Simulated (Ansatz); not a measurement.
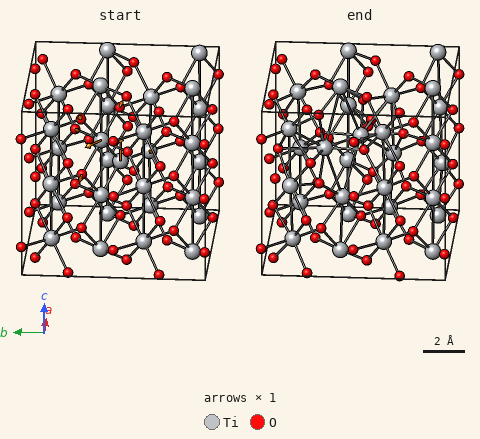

The structure of a defect cell of composition Ti₂₅O₄₇ (cell charge −2) before (left) and after (right) a relaxation, at one scale. The orange arrows give the displacements, at their true length.

The picture is a ball-and-stick view of the cell of the calculation (origin shifted), seen from a free direction.

The atoms of the start lie slightly off their symmetric places, so part of the fall in energy undoes that.

Computed with DFT, PBEsol, PAW, plane waves (Ansatz). Settings: plane-wave cutoff 420 eV; k-point mesh 1 × 1 × 1; mesh shifted by (0.25, 0.25, 0.25); collinear spin; atoms relaxed in a fixed cell; force threshold 0.03 eV/Å; at most 80 steps.

### Describe what moved and what it gained.

A Ti atom moves most: 1.39 Å along +c. Largest moves by element: Ti 1.39 Å, O 0.48 Å. The lattice vectors keep their values. Among the contacts that change: Ti–Ti 4.596 → 3.240 Å, O–Ti 1.885 → 3.192 Å, Ti–Ti 1.957 → 3.206 Å, O–Ti 3.471 → 2.326 Å. New bonds form, among them: O–Ti (2.74 → 2.14 Å), O–Ti (2.74 → 2.16 Å), O–Ti (2.75 → 2.10 Å), O–Ti (2.77 → 2.09 Å). Bonds break, among them: O–Ti (1.88 → 3.19 Å). Among the angles between lasting bonds that change: Ti–Ti–Ti 130.7° → 77.4°, Ti–O–Ti 130.1° → 91.4°, Ti–O–Ti 131.5° → 94.0°. The energy falls by 7.339 eV per cell of the calculation in 20 geometry steps. Largest force component: 3.2 eV/Å at the start, 0.023 eV/Å at the end. The program noted that the starting moments weren't kept. Cost: 83 s on 1 × NVIDIA GB300 Max-Q with 8 threads of Arm Neoverse-V2, peak memory 2.4 GiB.

Limits of the set-up: the cell is charged, on a uniform background, and energies carry no finite-size correction.
